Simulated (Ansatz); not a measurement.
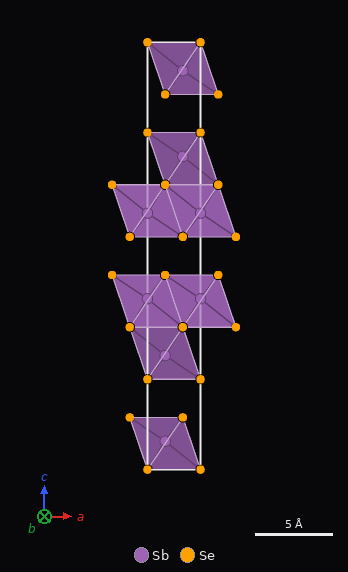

This is the input geometry for a relaxation of a crystal of Sb2Se3 (built on the tetradymite type). The picture is a polyhedral view of the conventional cell (3 times the calculation's cell), seen along the b axis. Lengths and directions refer to the drawn axes.

Level of theory: Ansatz, DFT, r2SCAN+rVV10, plane waves, PAW.

Input file:
```yaml
crystal:
  lattice:
    - [2.012797912, 1.1620894163, 9.3533255668]
    - [-2.012797912, 1.1620894163, 9.3533255668]
    - [0.0, -2.3241788326, 9.3533255668]
  atoms:
    - { symbol: Sb, position: [0.3997420428, 0.3997420428, 0.3997420428] }
    - { symbol: Sb, position: [0.6002579572, 0.6002579572, 0.6002579572] }
    - { symbol: Se, position: [0.2112520654, 0.2112520654, 0.2112520654] }
    - { symbol: Se, position: [0.7887479346, 0.7887479346, 0.7887479346] }
    - { symbol: Se, position: [0.0, 0.0, 0.0] }
kpoints:
  mp_grid: { grid: [6, 6, 6] }
hamiltonian:
  xc: r2scan
  dispersion: rvv10
scf:
  occupations: { method: fermi_dirac, width: 0.02 }
relax:
  f_tol: 0.005
  cell: {}
output:
  write_density: true
  write_potential: true
  elf: true
  volumetric_format: npy
```

Run as
```bash
ansatz run input.yaml --threads 2 --pin off --max-ram 20275MiB --backend cpu --events-out ev --progress --plain --runs-dir out
```

**Predict the outcome.**

The energy falls by 26.5 meV per cell of the calculation in 5 accepted moves (6 points after the start). Largest force component: 0.22 eV/Å at the start, 0.0013 eV/Å at the end. The pressure goes from 0.51 to 0.00 GPa. The SCF was repeated once at an unchanged geometry on a basis and grid sized afresh for the cell, which shifted the energy by 0.2 meV per cell of the calculation at most. The largest moves relative to the cell, 0.12 Å, are those of Se3 and Se4. Se4 goes along −c. Largest moves by element: Se 0.12 Å, Sb 0.05 Å. The drawn cell changes as follows: a = b unchanged at 4.026 Å, c 28.060 → 28.991 Å (+3.3 %); the volume changes by +3.4 %. Some distances before and after: Sb1–Se4 2.800 → 2.792 Å, Sb1–Se5 2.979 → 2.987 Å. The space group stays R-3m (No. 166). The run took 100 s on 2 threads of AMD EPYC 7R13 Processor (Zen 3) (shared host), peak memory 1.3 GiB.

Final geometry:

```
CELL_PARAMETERS angstrom
2.01318 1.16231 9.66382
-2.01318 1.16231 9.66382
0.00000 -2.32463 9.66382
ATOMIC_POSITIONS crystal
Sb 0.39801 0.39801 0.39801
Sb 0.60199 0.60199 0.60199
Se 0.21528 0.21528 0.21528
Se 0.78472 0.78472 0.78472
Se 0.00000 0.00000 0.00000
```

After the run, drawn alike:

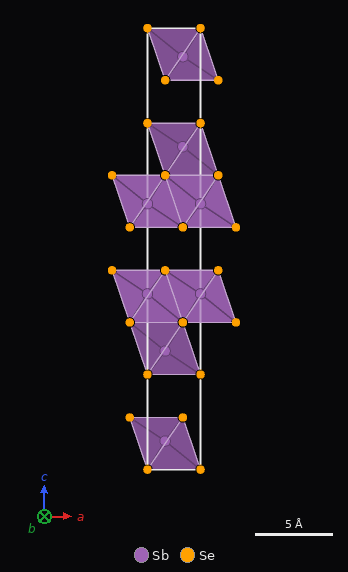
